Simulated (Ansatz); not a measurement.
# Geometry relaxation of Ti (part 1 of 2)

- system: Ti (3 atoms in the cell)
- method: DFT, PBE, PAW with Ansatz's default frozen-core files, scalar-relativistic, no spin polarisation (Ansatz 0.2.0)

The structure was built on a prototype by a generator; it need not be a known phase. It belongs to a series of runs on one base structure; here: omega relaxed under pressure, PAW files.

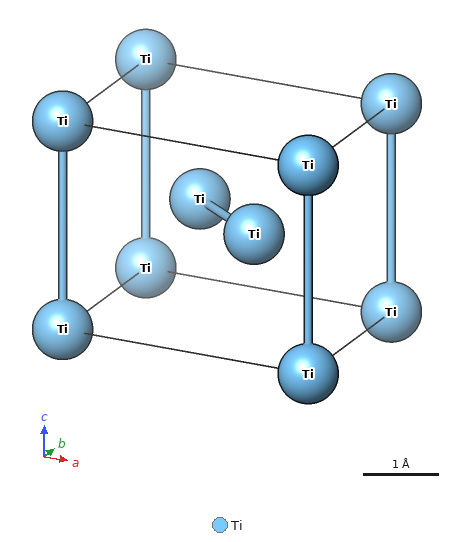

**Figure 1.** The starting structure (ball-and-stick view of the cell of the calculation, seen slightly off an axis).

### Input
```yaml
crystal:
  lattice:
    - [4.610769879, 0.0, 0.0]
    - [-2.3053849395, 3.9930438462, 0.0]
    - [0.0, 0.0, 2.858677325]
  atoms:
    - { symbol: Ti, position: [0.0, 0.0, 0.0] }
    - { symbol: Ti, position: [0.3333333333, 0.6666666667, 0.5] }
    - { symbol: Ti, position: [0.6666666667, 0.3333333333, 0.5] }
kpoints:
  mp_grid: { grid: [8, 8, 11] }
scf:
  occupations: { method: fermi_dirac, width: 0.05 }
hamiltonian:
  xc: pbe
  pseudopotentials: { kind: paw }
output:
  forces: true
  stress: true
  eigenvalues: true
relax:
  f_tol: 0.005
  max_steps: 40
  cell: { p_target: -0.91, stress_tol: 0.03 }
```

Run as:
```bash
ansatz run input.yaml --threads 1 --pin off --max-ram 3584MiB --backend cpu --events-out ev --progress --plain --runs-dir out
```

### Log
```
Engine: ansatz 0.2.0, x86_64-unknown-linux-gnu
Pseudopotentials: kind: paw
Pseudopotential: Ti, paw, valence charge 12, recommended cutoff 420 eV (normal), Ti.paw.azcp
Functional definition: PBE
  parameter kappa = 0.804
  parameter beta = 0.06672455060314922
  exchange = pbe_x(kappa = kappa, mu = beta*pi^2/3)
  correlation = pbe_c(beta = beta)
Crystal: 3 atoms, lattice volume = 52.631 Å³
Basis set: ecut = 420 eV, 1011 PW (Γ), exchange–correlation on 64×64×40 points (8 copies of the dense FFT grid, shifted against one another)
Bands: 22, of which v1, the nominal top of the filled ones, is band 18 counted from 1 (17 counted from 0)
Symmetry: 24 space group operations
Space group: P6/mmm (ITA 191), of the structure as read, at distance tolerance 3.7e-5 Å
k-points: 60 of 704
Non-local potential: Ti, projectors of the file, l = 0: 3, l = 1: 2, l = 2: 3, l = 3: 1
PAW form: soft (Blöchl's): semilocal exchange-correlation on the pseudo side does not see the compensation charge
PAW one-centre angular grid: Ti, 590 points (default); XC on 64 Gauss nodes
Initial density: superposition of atomic densities (neutral atoms: chi_scale 0, normalization atom), corrected by the library's trained network
Initial wavefunctions: pseudopotential atomic-orbital guess
Functional: x = pbe(κ = 0.804, μ = 0.2195149727645171), c = pbe(β = 0.06672455060314922)
SCF iter   1: F=—  HF=-7499.030748 eV  |F-HF|=—  |Δ(HF+E_count)|=         —  Δρ=1.10e-2  dr2=9.19e-2  ethr=1.77e-3  ⟨swp⟩=4.0  Hψ=4633  notcnv=0
preconditioner: auto → none  [metal: Δε(μ)=0.018 eV  Ē_g=2.415 eV  σ=0.050 eV  W_gap=0.09  n_scr=8 (ndim 8)  ℏωp=17.7 eV  f_vac=0.000  D(μ)=2.44/eV (n_scr^D=26)  sad-step TF]
SCF iter   2: F=—  HF=-7499.023413 eV  |F-HF|=—  |Δ(HF+E_count)|=   7.33e-3  Δρ=7.07e-3  dr2=4.43e-2  ethr=2.55e-4  ⟨swp⟩=1.9  Hψ=1931  notcnv=0
SCF iter   3: F=—  HF=-7499.019337 eV  |F-HF|=—  |Δ(HF+E_count)|=   4.08e-3  Δρ=1.02e-3  dr2=1.06e-3  ethr=1.23e-4  ⟨swp⟩=2.0  Hψ=1812  notcnv=0
SCF iter   4: F=—  HF=-7499.019282 eV  |F-HF|=—  |Δ(HF+E_count)|=   5.44e-5  Δρ=2.80e-4  dr2=7.91e-5  ethr=2.95e-6  ⟨swp⟩=2.0  Hψ=1624  notcnv=0
SCF iter   5: F=—  HF=-7499.019234 eV  |F-HF|=—  |Δ(HF+E_count)|=   4.83e-5  Δρ=6.23e-5  dr2=1.92e-6  ethr=2.20e-7  ⟨swp⟩=1.8  Hψ=1444  notcnv=0
SCF iter   6: F=—  HF=-7499.019234 eV  |F-HF|=—  |Δ(HF+E_count)|=   6.55e-8  Δρ=1.47e-5  dr2=1.59e-7  ethr=5.32e-9  ⟨swp⟩=2.4  Hψ=2014  notcnv=0
SCF iter   7: F=-7499.019234 eV  HF=-7499.019234 eV  |F-HF|=1.18e-9  |Δ(HF+E_count)|=   6.13e-9  Δρ=2.36e-6  dr2=2.43e-9  ethr=2.78e-10  ⟨swp⟩=4.0  Hψ=3953  notcnv=0
SCF 1 converged in 7 iterations: F = -7499.019234 eV  dr2 = 2.43e-9
  greatest PAW one-centre occupation: 0.999 electrons in one spin orbital (limit 2), on the Ti atom at site 0 (counted from 0), in its partial waves of l = 0
relax step   1: F+E_penalty+E_count = -7499.01923393 eV  Δ(F+E_penalty+E_count) = +0.000e0 eV  max|allowed force component| = 1.049e-16 eV/Å  Δτ_max = 0.0000 Å  P = -2.497 GPa  Ω = 52.631 Å³  (7 SCF iters, dr2 threshold 1.00e-7 eV, accepted)
Crystal: 3 atoms, lattice volume = 51.132 Å³
Basis set: ecut = 420 eV, 975 PW (Γ), exchange–correlation on 64×64×40 points (8 copies of the dense FFT grid, shifted against one another)
Initial density: handed on by an earlier stage of this run
Initial wavefunctions: those handed on with the density
iter 1 solved again at ethr=4.07e-6 eV; its pass at ethr=3.10e-3 eV (dr2=1.46e-3 eV) is discarded
SCF iter   1: F=—  HF=-7499.028202 eV  |F-HF|=—  |Δ(HF+E_count)|=         —  Δρ=1.48e-3  dr2=1.46e-3  ethr=4.07e-6  ⟨swp⟩=1.6  Hψ=8039  notcnv=0
preconditioner: auto → none  [metal: Δε(μ)=0.006 eV  Ē_g=2.460 eV  σ=0.050 eV  W_gap=0.03  n_scr=8 (ndim 8)  ℏωp=18.0 eV  f_vac=0.000  D(μ)=2.52/eV (n_scr^D=26)]
SCF iter   2: F=—  HF=-7499.027965 eV  |F-HF|=—  |Δ(HF+E_count)|=   2.37e-4  Δρ=4.72e-4  dr2=8.81e-5  ethr=4.07e-6  ⟨swp⟩=2.0  Hψ=1636  notcnv=0
SCF iter   3: F=—  HF=-7499.027916 eV  |F-HF|=—  |Δ(HF+E_count)|=   4.80e-5  Δρ=1.43e-4  dr2=7.42e-6  ethr=2.45e-7  ⟨swp⟩=2.2  Hψ=1596  notcnv=0
iter 4 did not close the SCF: its close was put off for the readings that it lacked (scf_convergence_deferred on its scf_iter line)
SCF iter   4: F=-7499.027921 eV  HF=-7499.027921 eV  |F-HF|=3.07e-8  |Δ(HF+E_count)|=   4.81e-6  Δρ=2.41e-5  dr2=2.12e-7  ethr=2.06e-8  ⟨swp⟩=2.0  Hψ=1638  notcnv=0
iter 5 did not close the SCF: its close was put off for the readings that it lacked (scf_convergence_deferred on its scf_iter line)
SCF iter   5: F=-7499.027921 eV  HF=-7499.027921 eV  |F-HF|=1.48e-8  |Δ(HF+E_count)|=   1.13e-7  Δρ=4.77e-6  dr2=2.04e-8  ethr=5.90e-10  ⟨swp⟩=2.0  Hψ=1644  notcnv=0
SCF iter   6: F=-7499.027921 eV  HF=-7499.027921 eV  |F-HF|=8.78e-10  |Δ(HF+E_count)|=   1.72e-9  Δρ=1.20e-6  dr2=1.03e-9  ethr=5.66e-11  ⟨swp⟩=2.1  Hψ=3637  notcnv=0
SCF 2 converged in 6 iterations: F = -7499.027921 eV  dr2 = 1.03e-9
relax step   2: F+E_penalty+E_count = -7499.02792138 eV  Δ(F+E_penalty+E_count) = -8.687e-3 eV  max|allowed force component| = 2.591e-16 eV/Å  Δτ_max = 0.0000 Å  P = +0.673 GPa  Ω = 51.132 Å³  energy of the carried Pulay correction = +1.451e-4 eV  (6 SCF iters, dr2 threshold 3.00e-7 eV, accepted)
Crystal: 3 atoms, lattice volume = 51.874 Å³
Basis set: ecut = 420 eV, 987 PW (Γ), exchange–correlation on 64×64×40 points (8 copies of the dense FFT grid, shifted against one another)
iter 1 solved again at ethr=7.99e-7 eV; its pass at ethr=3.10e-3 eV (dr2=2.88e-4 eV) is discarded
SCF iter   1: F=—  HF=-7499.027879 eV  |F-HF|=—  |Δ(HF+E_count)|=         —  Δρ=7.33e-4  dr2=3.42e-4  ethr=7.99e-7  ⟨swp⟩=1.9  Hψ=8243  notcnv=0
preconditioner: auto → none  [metal: Δε(μ)=0.016 eV  Ē_g=2.422 eV  σ=0.050 eV  W_gap=0.08  n_scr=8 (ndim 8)  ℏωp=17.9 eV  f_vac=0.000  D(μ)=2.64/eV (n_scr^D=26)]
SCF iter   2: F=—  HF=-7499.027818 eV  |F-HF|=—  |Δ(HF+E_count)|=   6.02e-5  Δρ=2.38e-4  dr2=2.05e-5  ethr=7.99e-7  ⟨swp⟩=2.3  Hψ=1925  notcnv=0
SCF iter   3: F=—  HF=-7499.027771 eV  |F-HF|=—  |Δ(HF+E_count)|=   4.75e-5  Δρ=7.25e-5  dr2=1.94e-6  ethr=5.69e-8  ⟨swp⟩=2.6  Hψ=1896  notcnv=0
iter 4 did not close the SCF: its close was put off for the readings that it lacked (scf_convergence_deferred on its scf_iter line)
SCF iter   4: F=-7499.027772 eV  HF=-7499.027772 eV  |F-HF|=1.49e-8  |Δ(HF+E_count)|=   1.27e-6  Δρ=1.29e-5  dr2=5.73e-8  ethr=5.40e-9  ⟨swp⟩=2.0  Hψ=1643  notcnv=0
iter 5 did not close the SCF: its close was put off for the readings that it lacked (scf_convergence_deferred on its scf_iter line)
SCF iter   5: F=-7499.027772 eV  HF=-7499.027772 eV  |F-HF|=2.29e-9  |Δ(HF+E_count)|=   3.35e-8  Δρ=2.19e-6  dr2=3.64e-9  ethr=1.59e-10  ⟨swp⟩=2.0  Hψ=1657  notcnv=0
SCF iter   6: F=-7499.027772 eV  HF=-7499.027772 eV  |F-HF|=2.66e-10  |Δ(HF+E_count)|=  2.91e-10  Δρ=5.86e-7  dr2=3.10e-10  ethr=1.01e-11  ⟨swp⟩=1.2  Hψ=3288  notcnv=0
SCF 3 converged in 6 iterations: F = -7499.027772 eV  dr2 = 3.10e-10
relax step   3: F+E_penalty+E_count = -7499.02777224 eV  Δ(F+E_penalty+E_count) = +1.491e-4 eV  max|allowed force component| = 2.837e-16 eV/Å  Δτ_max = 0.0000 Å  P = -0.955 GPa  Ω = 51.874 Å³  energy of the carried Pulay correction = +7.289e-5 eV  (6 SCF iters, dr2 threshold 3.00e-7 eV, accepted)
Crystal: 3 atoms, lattice volume = 51.854 Å³
iter 1 solved again at ethr=1.96e-9 eV; its pass at ethr=3.10e-3 eV (dr2=7.07e-7 eV) is discarded
SCF iter   1: F=—  HF=-7499.027942 eV  |F-HF|=—  |Δ(HF+E_count)|=         —  Δρ=2.82e-5  dr2=7.67e-7  ethr=1.96e-9  ⟨swp⟩=2.1  Hψ=7870  notcnv=0
preconditioner: auto → none  [metal: Δε(μ)=0.016 eV  Ē_g=2.426 eV  σ=0.050 eV  W_gap=0.08  n_scr=8 (ndim 8)  ℏωp=17.9 eV  f_vac=0.000  D(μ)=2.62/eV (n_scr^D=26)]
SCF iter   2: F=—  HF=-7499.027891 eV  |F-HF|=—  |Δ(HF+E_count)|=   5.16e-5  Δρ=8.31e-6  dr2=3.96e-8  ethr=1.96e-9  ⟨swp⟩=2.0  Hψ=1586  notcnv=0
iter 3 did not close the SCF: its close was put off for the readings that it lacked (scf_convergence_deferred on its scf_iter line)
SCF iter   3: F=-7499.027891 eV  HF=-7499.027891 eV  |F-HF|=1.48e-9  |Δ(HF+E_count)|=  5.91e-10  Δρ=2.38e-6  dr2=3.29e-9  ethr=1.10e-10  ⟨swp⟩=2.2  Hψ=1588  notcnv=0
iter 4 did not close the SCF: its close was put off for the readings that it lacked (scf_convergence_deferred on its scf_iter line)
SCF iter   4: F=-7499.027891 eV  HF=-7499.027891 eV  |F-HF|=9.09e-13  |Δ(HF+E_count)|=  6.57e-10  Δρ=5.49e-7  dr2=1.03e-10  ethr=9.14e-12  ⟨swp⟩=2.0  Hψ=1629  notcnv=0
iter 5 did not close the SCF: its close was put off for the readings that it lacked (scf_convergence_deferred on its scf_iter line)
SCF iter   5: F=-7499.027891 eV  HF=-7499.027891 eV  |F-HF|=1.82e-12  |Δ(HF+E_count)|=  3.64e-11  Δρ=6.11e-8  dr2=1.72e-12  ethr=1.00e-12  ⟨swp⟩=1.0  Hψ=1321  notcnv=0
SCF iter   6: F=-7499.027891 eV  HF=-7499.027891 eV  |F-HF|=0.00e0  |Δ(HF+E_count)|=  3.64e-12  Δρ=2.18e-8  dr2=4.64e-13  ethr=1.00e-12  ⟨swp⟩=1.0  Hψ=2882  notcnv=0
SCF 4 converged in 6 iterations: F = -7499.027891 eV  dr2 = 4.64e-13
relax step   4: F+E_penalty+E_count = -7499.02789052 eV  Δ(F+E_penalty+E_count) = -1.183e-4 eV  max|allowed force component| = 2.220e-16 eV/Å  Δτ_max = 0.0000 Å  P = -0.914 GPa  Ω = 51.854 Å³  energy of the carried Pulay correction = +7.486e-5 eV  (6 SCF iters, dr2 threshold 6.71e-9 eV, accepted)
Initial wavefunctions: pseudopotential atomic-orbital guess (no wavefunctions were taken with the density)
iter 1 solved again at ethr=1.26e-8 eV; its pass at ethr=3.10e-3 eV (dr2=4.53e-6 eV) is discarded
SCF iter   1: F=—  HF=-7499.027866 eV  |F-HF|=—  |Δ(HF+E_count)|=         —  Δρ=1.47e-5  dr2=1.49e-8  ethr=1.26e-8  ⟨swp⟩=3.0  Hψ=8140  notcnv=0
SCF iter   2: F=—  HF=-7499.027814 eV  |F-HF|=—  |Δ(HF+E_count)|=   5.22e-5  Δρ=7.26e-6  dr2=3.92e-9  ethr=4.13e-11  ⟨swp⟩=2.0  Hψ=2434  notcnv=0
SCF iter   3: F=—  HF=-7499.027814 eV  |F-HF|=—  |Δ(HF+E_count)|=   4.67e-9  Δρ=1.33e-6  dr2=5.94e-10  ethr=1.09e-11  ⟨swp⟩=3.0  Hψ=2520  notcnv=0
SCF iter   4: F=—  HF=-7499.027814 eV  |F-HF|=—  |Δ(HF+E_count)|=  1.09e-11  Δρ=3.78e-7  dr2=2.77e-11  ethr=1.65e-12  ⟨swp⟩=2.2  Hψ=2221  notcnv=0
iter 5 did not close the SCF: its close was put off for the readings that it lacked (scf_convergence_deferred on its scf_iter line)
SCF iter   5: F=-7499.027814 eV  HF=-7499.027814 eV  |F-HF|=1.82e-12  |Δ(HF+E_count)|=  2.27e-11  Δρ=7.18e-8  dr2=2.62e-12  ethr=1.00e-12  ⟨swp⟩=1.0  Hψ=1320  notcnv=0
iter 6 did not close the SCF: its close was put off for the readings that it lacked (scf_convergence_deferred on its scf_iter line)
SCF iter   6: F=-7499.027814 eV  HF=-7499.027814 eV  |F-HF|=0.00e0  |Δ(HF+E_count)|=    0.00e0  Δρ=1.66e-8  dr2=7.62e-14  ethr=1.00e-12  ⟨swp⟩=1.0  Hψ=1320  notcnv=0
iter 7 did not close the SCF: its close was put off for the readings that it lacked (scf_convergence_deferred on its scf_iter line)
SCF iter   7: F=-7499.027814 eV  HF=-7499.027814 eV  |F-HF|=1.82e-12  |Δ(HF+E_count)|=  9.09e-13  Δρ=4.13e-9  dr2=9.22e-15  ethr=1.00e-12  ⟨swp⟩=1.0  Hψ=1320  notcnv=0
iter 8 did not close the SCF: its close was put off for the readings that it lacked (scf_convergence_deferred on its scf_iter line)
SCF iter   8: F=-7499.027814 eV  HF=-7499.027814 eV  |F-HF|=1.82e-12  |Δ(HF+E_count)|=  1.82e-12  Δρ=7.19e-10  dr2=4.66e-16  ethr=1.00e-12  ⟨swp⟩=1.0  Hψ=1320  notcnv=0
SCF iter   9: F=-7499.027814 eV  HF=-7499.027814 eV  |F-HF|=0.00e0  |Δ(HF+E_count)|=    0.00e0  Δρ=1.93e-10  dr2=9.78e-18  ethr=1.00e-12  ⟨swp⟩=1.0  Hψ=2880  notcnv=0
SCF 5 converged in 9 iterations: F = -7499.027814 eV  dr2 = 9.78e-18
relax step   5: F+E_penalty+E_count = -7499.02781417 eV  Δ(F+E_penalty+E_count) = +7.634e-5 eV  max|allowed force component| = 1.542e-16 eV/Å  Δτ_max = 0.0000 Å  P = -0.911 GPa  Ω = 51.854 Å³  stress off target by 7.54e-3 GPa  SCF on the basis re-selected at this cell (its energy is not comparable with the rows above)  (9 SCF iters)
```
